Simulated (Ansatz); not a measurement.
Cu, as given below.

```yaml
crystal:
  lattice:
    - [2.86526, 0.00000, 0.00000]
    - [0.00000, 2.86526, 0.00000]
    - [0.00000, 0.00000, 2.86526]
  atoms:
    - { symbol: Cu, position: [0.00000, 0.00000, 0.00000] }
    - { symbol: Cu, position: [0.50000, 0.50000, 0.50000] }
```

Structure used: the input geometry of an electronic-structure calculation (not necessarily at equilibrium); the starting structure was generated, so it need not be a known form of this composition.

### Predict the first 3 clear peaks of the neutron G(r) with σ = 0.15 Å, and name the atom pairs.

1. 2.48 Å: Cu–Cu at 2.48 Å
2. 2.83 Å: Cu–Cu at 2.87 Å
3. 4.04 Å: Cu–Cu at 4.05 Å

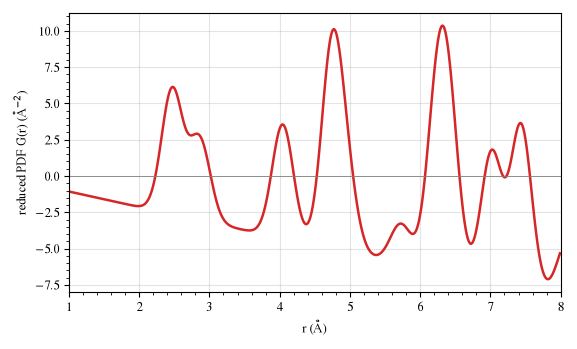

Simulated neutron pair distribution function, G(r) = R(r)/r − 4πρ₀r, summed over the atomic distances of the structure with each pair weighted by the product of the tabulated coherent neutron scattering lengths (natural isotope mix where the element has one); every distance is a Gaussian of σ = 0.15 Å, damped by exp(−(Q_damp r)²/2) with Q_damp = 0.020 Å⁻¹. There is no Q-range truncation.
